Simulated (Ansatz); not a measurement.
System: LiF.

```cif
data_structure
_symmetry_space_group_name_H-M 'P 1'
_symmetry_Int_Tables_number 1
_cell_length_a 3.9736
_cell_length_b 3.9736
_cell_length_c 3.9736
_cell_angle_alpha 90.000
_cell_angle_beta 90.000
_cell_angle_gamma 90.000
_cell_volume 62.74
loop_
_atom_site_label
_atom_site_type_symbol
_atom_site_fract_x
_atom_site_fract_y
_atom_site_fract_z
_atom_site_occupancy
F1 F 0.50000 0.00000 0.00000 1
F2 F 0.00000 0.50000 0.00000 1
F3 F 0.00000 0.00000 0.50000 1
F4 F 0.50000 0.50000 0.50000 1
Li1 Li 0.00000 0.00000 0.00000 1
Li2 Li 0.50000 0.50000 0.00000 1
Li3 Li 0.50000 0.00000 0.50000 1
Li4 Li 0.00000 0.50000 0.50000 1
```

Space group Fm-3m.

Theory: Ansatz 0.2.0, Kohn-Sham DFT of a periodic cell, r2SCAN0, Ansatz PAW.

**What can the converged valence pseudo-density tell about the bonding?**

Li–F (1.99 Å): the density is about 0.28 e/Å³ at the midpoint.

**Metal or insulator at this level of theory?**

It is gapped, with a Kohn–Sham gap of 13.2 eV on the k-point mesh, an upper bound to the gap of this method.

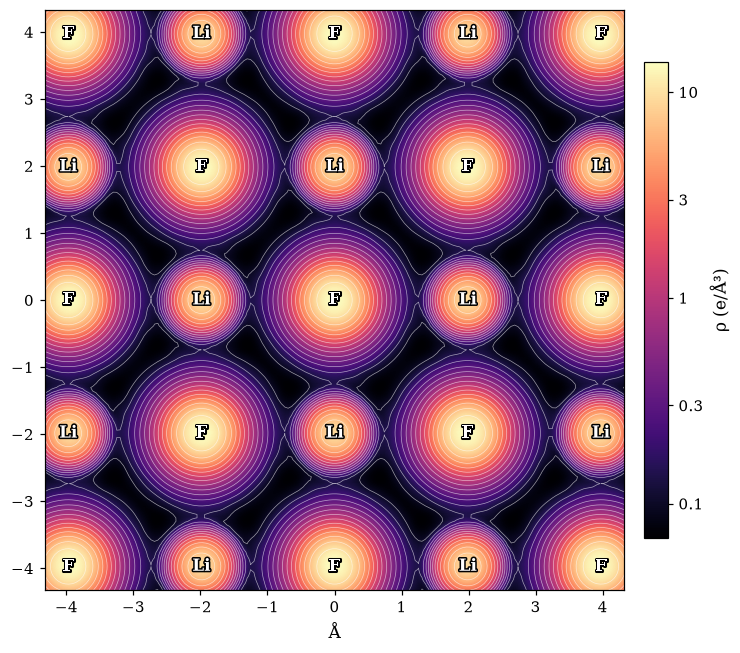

Computed valence pseudo-density on the (100) plane of the conventional cell. 

In a PAW calculation such maps are meaningful between the atoms, not at the nuclei.
